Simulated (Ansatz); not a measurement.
## Run report: SnO, geometry relaxation (part 1 of 2)

System: SnO (4 atoms in the cell).
Method: DFT PBE, scalar-relativistic, plane waves, PAW, no spin polarisation (Ansatz 0.2.0).

The structure was built on a prototype by a generator; it need not be a known phase. It belongs to a series of runs on one base structure; here: AuCd (B19) type (Pmma, No. 51). Figures and captions count atoms from 1; the log counts them from 0 in places.

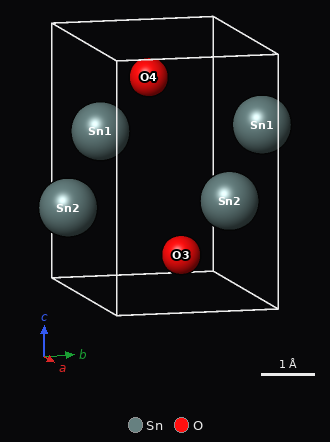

*The input geometry (ball-and-stick view of the cell of the calculation, seen slightly off an axis; atoms are numbered from 1 in the order of the input).*

### Summary

| quantity | value |
| --- | --- |
| outcome | converged |
| space group (tolerance 0.01 Å) | Pmma (51) |
| electrons treated | 40 |
| free energy | −13181.7355 eV |
| Fermi energy | 8.317 eV |
| gap on the k-point mesh | none (metallic) |
| pressure | −0.10 GPa |
| final volume | 73.91 Å³ |
| largest force (length of the vector) at the end | 0.038 eV/Å |
| final cell | a = 5.905 Å, b = 3.306 Å, c = 3.786 Å, α = 90.00°, β = 90.00°, γ = 90.00° |
| hardware | 1 thread of Intel Xeon (Granite Rapids), 192 GiB of memory available, shared host |
| wall time | 63 s |
| peak memory | 0.41 GiB |

### Input file
```yaml
crystal:
  lattice:
    - [4.8441279951, 0.0, 0.0]
    - [0.0, 3.2056729379, 0.0]
    - [0.0, 0.0, 4.9458953899]
  atoms:
    - { symbol: Sn, position: [0.75, 0.0, 0.687] }
    - { symbol: Sn, position: [0.25, 0.0, 0.313] }
    - { symbol: O, position: [0.75, 0.5, 0.188] }
    - { symbol: O, position: [0.25, 0.5, 0.812] }
basis:
  ecutwfc: 420
kpoints:
  mp_grid: { grid: [4, 6, 4] }
hamiltonian:
  xc: pbe
scf:
  occupations: { method: gaussian, width: 0.1 }
  lower_state_search: "off"
output:
  forces: true
  stress: true
  eigenvalues: true
relax:
  adjacent_minimum: "off"
  f_tol: 0.04
  max_steps: 70
  cell: { stress_tol: 0.4 }
```

Launch command:
```bash
ansatz run input.yaml --threads 1 --pin off --max-ram 2560MiB --backend cpu --events-out ev --progress --plain --runs-dir out
```

### What the program printed
```
Engine: ansatz 0.2.0, x86_64-unknown-linux-gnu
Pseudopotentials: kind: paw
Pseudopotential: Sn, paw, valence charge 14, recommended cutoff 420 eV (normal), Sn.paw.azcp
Pseudopotential: O, paw, valence charge 6, recommended cutoff 420 eV (normal), O.paw.azcp
Functional definition: PBE
  parameter kappa = 0.804
  parameter beta = 0.06672455060314922
  exchange = pbe_x(kappa = kappa, mu = beta*pi^2/3)
  correlation = pbe_c(beta = beta)
Crystal: 4 atoms, lattice volume = 76.803 Å³
Basis set: ecut = 420 eV, 1519 PW (Γ), exchange–correlation on 72×48×72 points (8 copies of the dense FFT grid, shifted against one another)
Bands: 24, of which v1, the nominal top of the filled ones, is band 20 counted from 1 (19 counted from 0)
Symmetry: 8 space group operations
Space group: Pmma (ITA 51), of the structure as read, at distance tolerance 4.3e-5 Å
k-points: 36 of 96
Non-local potential: Sn, projectors of the file, l = 0: 2, l = 1: 2, l = 2: 2, l = 3: 2
Non-local potential: O, projectors of the file, l = 0: 2, l = 1: 2, l = 2: 1
PAW form: soft (Blöchl's): semilocal exchange-correlation on the pseudo side does not see the compensation charge
PAW one-centre angular grid: Sn, 590 points (default); XC on 64 Gauss nodes
PAW one-centre angular grid: O, 110 points (default); XC on 64 Gauss nodes
Initial density: superposition of atomic densities (neutral atoms: chi_scale 0, normalization atom), corrected by the library's trained network
Initial wavefunctions: pseudopotential atomic-orbital guess
Functional: x = pbe(κ = 0.804, μ = 0.2195149727645171), c = pbe(β = 0.06672455060314922)
SCF iter   1: F=—  HF=-13178.682737 eV  |F-HF|=—  |Δ(HF+E_count)|=         —  Δρ=6.70e-3  dr2=4.80e-2  ethr=1.77e-3  ⟨swp⟩=6.1  Hψ=3956  notcnv=0
preconditioner: auto → Resta (q_TF=auto, 2.447 Å⁻¹)  ε∞=3.8  [insulator: Δε(μ)=0.252 eV  Ē_g=16.000 eV  σ=0.100 eV  W_gap=0.67  n_scr=18 (ndim 8)  ℏωp=26.8 eV  f_vac=0.000  D(μ)=0.36/eV (n_scr^D=0)  ε∞_Penn≈3.8]
SCF iter   2: F=—  HF=-13178.675560 eV  |F-HF|=—  |Δ(HF+E_count)|=   7.18e-3  Δρ=2.82e-3  dr2=9.42e-3  ethr=1.20e-4  ⟨swp⟩=1.0  Hψ=1152  notcnv=0
SCF iter   3: F=—  HF=-13178.674221 eV  |F-HF|=—  |Δ(HF+E_count)|=   1.34e-3  Δρ=4.36e-4  dr2=1.62e-4  ethr=2.35e-5  ⟨swp⟩=1.8  Hψ=943  notcnv=0
SCF iter   4: F=—  HF=-13178.674203 eV  |F-HF|=—  |Δ(HF+E_count)|=   1.76e-5  Δρ=1.28e-4  dr2=1.77e-5  ethr=4.06e-7  ⟨swp⟩=2.3  Hψ=1562  notcnv=0
SCF iter   5: F=—  HF=-13178.674185 eV  |F-HF|=—  |Δ(HF+E_count)|=   1.86e-5  Δρ=3.71e-5  dr2=8.27e-7  ethr=4.42e-8  ⟨swp⟩=2.4  Hψ=1405  notcnv=0
SCF iter   6: F=-13178.674185 eV  HF=-13178.674185 eV  |F-HF|=7.13e-8  |Δ(HF+E_count)|=   3.99e-7  Δρ=1.00e-5  dr2=8.23e-8  ethr=2.50e-10  ⟨swp⟩=7.2  Hψ=4265  notcnv=0
SCF 1 converged in 6 iterations: F = -13178.674185 eV  dr2 = 8.23e-8
  greatest PAW one-centre occupation: 0.992 electrons in one spin orbital (limit 2), on the Sn atom at site 1 (counted from 0), in its partial waves of l = 2
relax step   1: F+E_penalty+E_count = -13178.67418520 eV  Δ(F+E_penalty+E_count) = +0.000e0 eV  max|allowed force component| = 1.797e0 eV/Å  Δτ_max = 0.0000 Å  P = -12.352 GPa  Ω = 76.803 Å³  (6 SCF iters, dr2 threshold 1.00e-7 eV, accepted)
Crystal: 4 atoms, lattice volume = 69.486 Å³
Basis set: ecut = 420 eV, 1395 PW (Γ), exchange–correlation on 72×48×72 points (8 copies of the dense FFT grid, shifted against one another)
Initial density: handed on by an earlier stage of this run
Initial wavefunctions: those handed on with the density
iter 1 solved again at ethr=3.39e-4 eV; its pass at ethr=3.10e-3 eV (dr2=1.36e-1 eV) is discarded
SCF iter   1: F=—  HF=-13179.958354 eV  |F-HF|=—  |Δ(HF+E_count)|=         —  Δρ=1.45e-2  dr2=1.36e-1  ethr=3.39e-4  ⟨swp⟩=1.0  Hψ=5114  notcnv=0
preconditioner: auto → Resta (q_TF=auto, 2.488 Å⁻¹)  ε∞=3.9  [insulator: Δε(μ)=0.423 eV  Ē_g=16.539 eV  σ=0.100 eV  W_gap=0.73  n_scr=18 (ndim 8)  ℏωp=28.2 eV  f_vac=0.000  D(μ)=0.43/eV (n_scr^D=0)  ε∞_Penn≈3.9]
SCF iter   2: F=—  HF=-13179.922999 eV  |F-HF|=—  |Δ(HF+E_count)|=   3.54e-2  Δρ=6.24e-3  dr2=1.69e-2  ethr=3.39e-4  ⟨swp⟩=3.0  Hψ=1706  notcnv=0
SCF iter   3: F=—  HF=-13179.919810 eV  |F-HF|=—  |Δ(HF+E_count)|=   3.19e-3  Δρ=1.67e-3  dr2=1.07e-3  ethr=4.22e-5  ⟨swp⟩=2.9  Hψ=1636  notcnv=0
SCF iter   4: F=—  HF=-13179.919917 eV  |F-HF|=—  |Δ(HF+E_count)|=   1.07e-4  Δρ=2.49e-4  dr2=5.57e-5  ethr=2.67e-6  ⟨swp⟩=2.0  Hψ=1545  notcnv=0
SCF iter   5: F=—  HF=-13179.919925 eV  |F-HF|=—  |Δ(HF+E_count)|=   7.77e-6  Δρ=5.44e-5  dr2=1.18e-6  ethr=1.39e-7  ⟨swp⟩=3.0  Hψ=1629  notcnv=0
SCF iter   6: F=-13179.919926 eV  HF=-13179.919926 eV  |F-HF|=1.81e-8  |Δ(HF+E_count)|=   7.53e-7  Δρ=1.28e-5  dr2=9.09e-8  ethr=1.00e-9  ⟨swp⟩=7.1  Hψ=3982  notcnv=0
SCF 2 converged in 6 iterations: F = -13179.919926 eV  dr2 = 9.09e-8
  greatest PAW one-centre occupation: 0.993 electrons in one spin orbital (limit 2), on the Sn atom at site 1 (counted from 0), in its partial waves of l = 2
relax step   2: F+E_penalty+E_count = -13179.91992572 eV  Δ(F+E_penalty+E_count) = -1.246e0 eV  max|allowed force component| = 1.315e0 eV/Å  Δτ_max = 0.1886 Å  P = -9.218 GPa  Ω = 69.486 Å³  energy of the carried Pulay correction = +1.705e-2 eV  (6 SCF iters, dr2 threshold 4.00e-7 eV, accepted)
[... from here on the SCF iterations and repeated set-up lines of each step are left out, up to the last step ...]
SCF 3 converged in 6 iterations: F = -13180.567243 eV  dr2 = 7.57e-8
relax step   3: F+E_penalty+E_count = -13180.56724324 eV  Δ(F+E_penalty+E_count) = -6.473e-1 eV  max|allowed force component| = 6.898e-1 eV/Å  Δτ_max = 0.1990 Å  P = +0.804 GPa  Ω = 62.119 Å³  energy of the carried Pulay correction = +3.603e-2 eV  (6 SCF iters, dr2 threshold 4.00e-7 eV, accepted)
SCF 4 converged in 6 iterations: F = -13180.680425 eV  dr2 = 1.02e-7
relax step   4: F+E_penalty+E_count = -13180.68042493 eV  Δ(F+E_penalty+E_count) = -1.132e-1 eV  max|allowed force component| = 5.442e-1 eV/Å  Δτ_max = 0.1062 Å  P = +4.614 GPa  Ω = 61.980 Å³  energy of the carried Pulay correction = +3.641e-2 eV  (6 SCF iters, dr2 threshold 4.00e-7 eV, accepted)
SCF 5 converged in 7 iterations: F = -13180.883134 eV  dr2 = 2.17e-7
relax step   5: F+E_penalty+E_count = -13180.88313402 eV  Δ(F+E_penalty+E_count) = -2.027e-1 eV  max|allowed force component| = 9.045e-1 eV/Å  Δτ_max = 0.1944 Å  P = +6.762 GPa  Ω = 64.761 Å³  energy of the carried Pulay correction = +2.900e-2 eV  (7 SCF iters, dr2 threshold 4.00e-7 eV, accepted)
SCF 6 converged in 6 iterations: F = -13181.071657 eV  dr2 = 4.08e-8
relax step   6: F+E_penalty+E_count = -13181.07165651 eV  Δ(F+E_penalty+E_count) = -1.885e-1 eV  max|allowed force component| = 1.517e-1 eV/Å  Δτ_max = 0.1085 Å  P = +1.149 GPa  Ω = 70.858 Å³  energy of the carried Pulay correction = +1.372e-2 eV  (6 SCF iters, dr2 threshold 4.00e-7 eV, accepted)
SCF 7 converged in 6 iterations: F = -13181.092001 eV  dr2 = 1.78e-7
relax step   7: F+E_penalty+E_count = -13181.09200097 eV  Δ(F+E_penalty+E_count) = -2.034e-2 eV  max|allowed force component| = 4.291e-1 eV/Å  Δτ_max = 0.0825 Å  P = +3.558 GPa  Ω = 76.394 Å³  energy of the carried Pulay correction = +9.098e-4 eV  (6 SCF iters, dr2 threshold 4.00e-7 eV, accepted)
SCF 8 converged in 6 iterations: F = -13181.116901 eV  dr2 = 9.59e-8
relax step   8: F+E_penalty+E_count = -13181.11690109 eV  Δ(F+E_penalty+E_count) = -2.490e-2 eV  max|allowed force component| = 1.185e-1 eV/Å  Δτ_max = 0.0214 Å  P = +0.626 GPa  Ω = 79.344 Å³  energy of the carried Pulay correction = -5.546e-3 eV  (6 SCF iters, dr2 threshold 4.00e-7 eV, accepted)
SCF 9 converged in 6 iterations: F = -13181.132371 eV  dr2 = 3.13e-7
relax step   9: F+E_penalty+E_count = -13181.13237142 eV  Δ(F+E_penalty+E_count) = -1.547e-2 eV  max|allowed force component| = 2.474e-2 eV/Å  Δτ_max = 0.0637 Å  P = -0.112 GPa  Ω = 83.659 Å³  energy of the carried Pulay correction = -1.456e-2 eV  (6 SCF iters, dr2 threshold 4.00e-7 eV, accepted)
SCF 10 converged in 6 iterations: F = -13181.141502 eV  dr2 = 2.26e-7
relax step  10: F+E_penalty+E_count = -13181.14150231 eV  Δ(F+E_penalty+E_count) = -9.131e-3 eV  max|allowed force component| = 8.836e-2 eV/Å  Δτ_max = 0.0377 Å  P = -0.098 GPa  Ω = 86.043 Å³  energy of the carried Pulay correction = -1.934e-2 eV  (6 SCF iters, dr2 threshold 4.00e-7 eV, accepted)
SCF 11 converged in 6 iterations: F = -13181.158491 eV  dr2 = 3.22e-7
relax step  11: F+E_penalty+E_count = -13181.15849099 eV  Δ(F+E_penalty+E_count) = -1.699e-2 eV  max|allowed force component| = 2.833e-2 eV/Å  Δτ_max = 0.0590 Å  P = -0.106 GPa  Ω = 84.411 Å³  energy of the carried Pulay correction = -1.608e-2 eV  (6 SCF iters, dr2 threshold 4.00e-7 eV, accepted)
SCF 12 converged in 7 iterations: F = -13181.158384 eV  dr2 = 1.40e-9
relax step  12: F+E_penalty+E_count = -13181.15838370 eV  Δ(F+E_penalty+E_count) = +1.073e-4 eV  max|allowed force component| = 1.373e-1 eV/Å  Δτ_max = 0.0153 Å  P = +0.124 GPa  Ω = 83.381 Å³  energy of the carried Pulay correction = -1.399e-2 eV  (7 SCF iters, rejected (line search))
SCF 13 converged in 7 iterations: F = -13181.161648 eV  dr2 = 8.00e-10
relax step  13: F+E_penalty+E_count = -13181.16164795 eV  Δ(F+E_penalty+E_count) = -3.157e-3 eV  max|allowed force component| = 1.310e-2 eV/Å  Δτ_max = 0.0188 Å  P = -0.032 GPa  Ω = 83.662 Å³  energy of the carried Pulay correction = -1.457e-2 eV  (7 SCF iters, accepted)
SCF 14 converged in 6 iterations: F = -13181.233212 eV  dr2 = 1.12e-9
relax step  14: F+E_penalty+E_count = -13181.23321214 eV  Δ(F+E_penalty+E_count) = -7.156e-2 eV  max|allowed force component| = 2.961e-2 eV/Å  Δτ_max = 0.0000 Å  P = +0.941 GPa  Ω = 83.662 Å³  stress off target by 2.41e0 GPa  SCF on the basis re-selected at this cell (its energy is not comparable with the rows above)  (6 SCF iters)
SCF 15 converged in 5 iterations: F = -13181.254177 eV  dr2 = 2.37e-7
relax step  15: F+E_penalty+E_count = -13181.25417674 eV  Δ(F+E_penalty+E_count) = -2.096e-2 eV  max|allowed force component| = 9.593e-2 eV/Å  Δτ_max = 0.0112 Å  P = +0.611 GPa  Ω = 85.772 Å³  energy of the carried Pulay correction = -4.896e-3 eV  (5 SCF iters, dr2 threshold 4.00e-7 eV, accepted)
SCF 16 converged in 6 iterations: F = -13181.266331 eV  dr2 = 3.28e-7
relax step  16: F+E_penalty+E_count = -13181.26633129 eV  Δ(F+E_penalty+E_count) = -1.215e-2 eV  max|allowed force component| = 5.348e-1 eV/Å  Δτ_max = 0.0695 Å  P = +2.371 GPa  Ω = 88.781 Å³  energy of the carried Pulay correction = -1.351e-2 eV  (6 SCF iters, dr2 threshold 4.00e-7 eV, accepted)
SCF 17 converged in 7 iterations: F = -13181.306167 eV  dr2 = 3.10e-8
relax step  17: F+E_penalty+E_count = -13181.30616716 eV  Δ(F+E_penalty+E_count) = -3.984e-2 eV  max|allowed force component| = 1.237e-1 eV/Å  Δτ_max = 0.0786 Å  P = +0.288 GPa  Ω = 92.835 Å³  energy of the carried Pulay correction = -2.875e-2 eV  (7 SCF iters, dr2 threshold 4.00e-7 eV, accepted)
SCF 18 converged in 7 iterations: F = -13181.331239 eV  dr2 = 9.37e-8
relax step  18: F+E_penalty+E_count = -13181.33123948 eV  Δ(F+E_penalty+E_count) = -2.507e-2 eV  max|allowed force component| = 9.194e-2 eV/Å  Δτ_max = 0.1375 Å  P = -0.119 GPa  Ω = 94.271 Å³  energy of the carried Pulay correction = -3.536e-2 eV  (7 SCF iters, dr2 threshold 4.00e-7 eV, accepted)
SCF 19 converged in 7 iterations: F = -13181.348176 eV  dr2 = 5.17e-8
relax step  19: F+E_penalty+E_count = -13181.34817619 eV  Δ(F+E_penalty+E_count) = -1.694e-2 eV  max|allowed force component| = 4.419e-1 eV/Å  Δτ_max = 0.1492 Å  P = -0.142 GPa  Ω = 95.415 Å³  energy of the carried Pulay correction = -4.051e-2 eV  (7 SCF iters, dr2 threshold 4.00e-7 eV, accepted)
SCF 20 converged in 6 iterations: F = -13181.457511 eV  dr2 = 2.84e-7
relax step  20: F+E_penalty+E_count = -13181.45751117 eV  Δ(F+E_penalty+E_count) = -1.093e-1 eV  max|allowed force component| = 3.026e-1 eV/Å  Δτ_max = 0.1937 Å  P = -0.853 GPa  Ω = 90.669 Å³  energy of the carried Pulay correction = -1.951e-2 eV  (6 SCF iters, dr2 threshold 4.00e-7 eV, accepted)
SCF 21 converged in 8 iterations: F = -13181.575699 eV  dr2 = 5.51e-8
relax step  21: F+E_penalty+E_count = -13181.57569882 eV  Δ(F+E_penalty+E_count) = -1.182e-1 eV  max|allowed force component| = 3.706e-1 eV/Å  Δτ_max = 0.1813 Å  P = -0.616 GPa  Ω = 84.657 Å³  energy of the carried Pulay correction = -1.339e-3 eV  (8 SCF iters, dr2 threshold 4.00e-7 eV, accepted)
SCF 22 converged in 7 iterations: F = -13181.690793 eV  dr2 = 1.18e-7
relax step  22: F+E_penalty+E_count = -13181.69079347 eV  Δ(F+E_penalty+E_count) = -1.151e-1 eV  max|allowed force component| = 7.143e-2 eV/Å  Δτ_max = 0.1291 Å  P = -0.284 GPa  Ω = 78.483 Å³  energy of the carried Pulay correction = +9.741e-3 eV  (7 SCF iters, dr2 threshold 4.00e-7 eV, accepted)
SCF 23 converged in 6 iterations: F = -13181.705115 eV  dr2 = 3.55e-7
relax step  23: F+E_penalty+E_count = -13181.70511522 eV  Δ(F+E_penalty+E_count) = -1.432e-2 eV  max|allowed force component| = 2.194e-1 eV/Å  Δτ_max = 0.0543 Å  P = +0.628 GPa  Ω = 74.135 Å³  energy of the carried Pulay correction = +1.435e-2 eV  (6 SCF iters, dr2 threshold 4.00e-7 eV, accepted)
SCF 24 converged in 7 iterations: F = -13181.670535 eV  dr2 = 6.57e-8
relax step  24: F+E_penalty+E_count = -13181.67053478 eV  Δ(F+E_penalty+E_count) = +3.458e-2 eV  max|allowed force component| = 5.299e-1 eV/Å  Δτ_max = 0.1391 Å  P = -2.184 GPa  Ω = 77.576 Å³  energy of the carried Pulay correction = +1.067e-2 eV  (7 SCF iters, dr2 threshold 4.00e-7 eV, rejected (line search))
SCF 25 converged in 7 iterations: F = -13181.717060 eV  dr2 = 7.22e-11
relax step  25: F+E_penalty+E_count = -13181.71706024 eV  Δ(F+E_penalty+E_count) = -1.195e-2 eV  max|allowed force component| = 4.754e-2 eV/Å  Δτ_max = 0.0360 Å  P = +0.133 GPa  Ω = 75.355 Å³  energy of the carried Pulay correction = +1.328e-2 eV  (7 SCF iters, accepted)
SCF 26 converged in 6 iterations: F = -13181.718408 eV  dr2 = 5.55e-9
relax step  26: F+E_penalty+E_count = -13181.71840801 eV  Δ(F+E_penalty+E_count) = -1.348e-3 eV  max|allowed force component| = 3.556e-2 eV/Å  Δτ_max = 0.0170 Å  P = +0.104 GPa  Ω = 74.842 Å³  energy of the carried Pulay correction = +1.379e-2 eV  (6 SCF iters, dr2 threshold 1.41e-7 eV, accepted)
SCF 27 converged in 8 iterations: F = -13181.720559 eV  dr2 = 7.72e-10
relax step  27: F+E_penalty+E_count = -13181.72055936 eV  Δ(F+E_penalty+E_count) = -2.151e-3 eV  max|allowed force component| = 3.742e-2 eV/Å  Δτ_max = 0.0553 Å  P = +0.225 GPa  Ω = 73.020 Å³  energy of the carried Pulay correction = +1.539e-2 eV  (8 SCF iters, accepted)
SCF 28 converged in 6 iterations: F = -13181.731359 eV  dr2 = 5.76e-11
relax step  28: F+E_penalty+E_count = -13181.73135921 eV  Δ(F+E_penalty+E_count) = -1.080e-2 eV  max|allowed force component| = 3.782e-2 eV/Å  Δτ_max = 0.0000 Å  P = +0.650 GPa  Ω = 73.020 Å³  stress off target by 8.89e-1 GPa  SCF on the basis re-selected at this cell (its energy is not comparable with the rows above)  (6 SCF iters)
SCF 29 converged in 6 iterations: F = -13181.732654 eV  dr2 = 1.00e-7
relax step  29: F+E_penalty+E_count = -13181.73265373 eV  Δ(F+E_penalty+E_count) = -1.295e-3 eV  max|allowed force component| = 3.845e-2 eV/Å  Δτ_max = 0.0301 Å  P = -0.135 GPa  Ω = 73.908 Å³  energy of the carried Pulay correction = -2.340e-3 eV  (6 SCF iters, dr2 threshold 4.00e-7 eV, accepted)
iter 1 solved again at ethr=5.83e-8 eV; its pass at ethr=3.10e-3 eV (dr2=2.33e-5 eV) is discarded
SCF iter   1: F=—  HF=-13181.735464 eV  |F-HF|=—  |Δ(HF+E_count)|=         —  Δρ=1.38e-4  dr2=1.52e-6  ethr=5.83e-8  ⟨swp⟩=3.4  Hψ=6544  notcnv=0
preconditioner: auto → none  [insulator: Δε(μ)=0.190 eV  Ē_g=17.560 eV  σ=0.100 eV  W_gap=0.51  n_scr=16 (ndim 8)  ℏωp=27.3 eV  f_vac=0.000  D(μ)=0.88/eV (n_scr^D=2)  ε∞_Penn≈3.4]
SCF iter   2: F=—  HF=-13181.735465 eV  |F-HF|=—  |Δ(HF+E_count)|=   1.17e-6  Δρ=6.60e-5  dr2=2.89e-7  ethr=3.80e-9  ⟨swp⟩=2.0  Hψ=1223  notcnv=0
SCF iter   3: F=—  HF=-13181.735483 eV  |F-HF|=—  |Δ(HF+E_count)|=   1.73e-5  Δρ=9.88e-6  dr2=8.22e-9  ethr=7.22e-10  ⟨swp⟩=2.0  Hψ=1219  notcnv=0
iter 4 did not close the SCF: its close was put off for the readings that it lacked (scf_convergence_deferred on its scf_iter line)
SCF iter   4: F=-13181.735483 eV  HF=-13181.735483 eV  |F-HF|=7.28e-10  |Δ(HF+E_count)|=   3.85e-7  Δρ=8.01e-7  dr2=1.39e-10  ethr=2.06e-11  ⟨swp⟩=2.0  Hψ=1224  notcnv=0
iter 5 did not close the SCF: its close was put off for the readings that it lacked (scf_convergence_deferred on its scf_iter line)
SCF iter   5: F=-13181.735483 eV  HF=-13181.735483 eV  |F-HF|=5.46e-12  |Δ(HF+E_count)|=  7.68e-10  Δρ=9.28e-8  dr2=4.22e-12  ethr=1.00e-12  ⟨swp⟩=2.9  Hψ=1616  notcnv=0
SCF iter   6: F=-13181.735483 eV  HF=-13181.735483 eV  |F-HF|=3.64e-12  |Δ(HF+E_count)|=    0.00e0  Δρ=2.30e-8  dr2=2.18e-13  ethr=1.00e-12  ⟨swp⟩=2.2  Hψ=2194  notcnv=0
SCF 30 converged in 6 iterations: F = -13181.735483 eV  dr2 = 2.18e-13
relax step  30: F+E_penalty+E_count = -13181.73548314 eV  Δ(F+E_penalty+E_count) = -2.829e-3 eV  max|allowed force component| = 3.844e-2 eV/Å  Δτ_max = 0.0000 Å  P = -0.095 GPa  Ω = 73.908 Å³  stress off target by 3.12e-1 GPa  SCF on the basis re-selected at this cell (its energy is not comparable with the rows above)  (6 SCF iters)
```

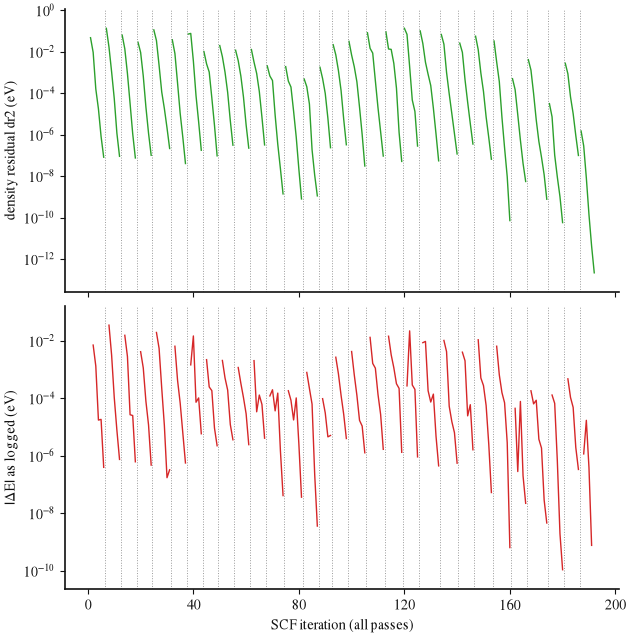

*Convergence of the self-consistent field: density residual dr2 and size of the energy change against the SCF iteration. The dotted lines part the SCF passes of the relaxation: geometry steps, rejected trials and re-solves on a re-selected basis.*

The 30 passes take 5 to 8 iterations each, 192 in all.

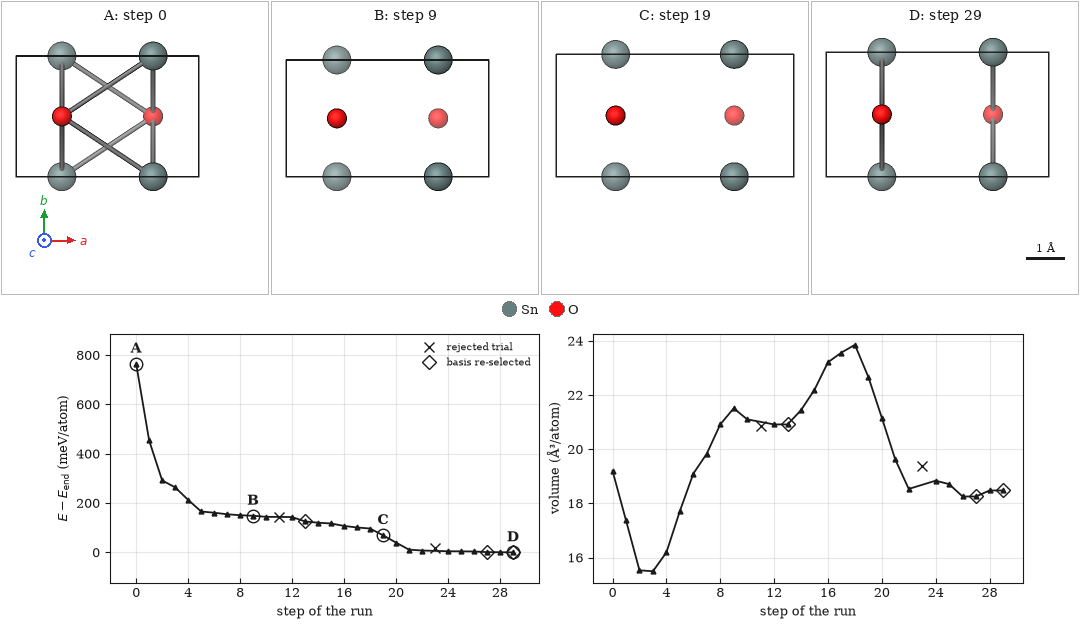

*Frames of the relaxation (ball-and-stick view of the cell of the calculation, along the c axis) above the curves, on which the letters mark them (the first geometry is step 0 here and step 1 in the log).*
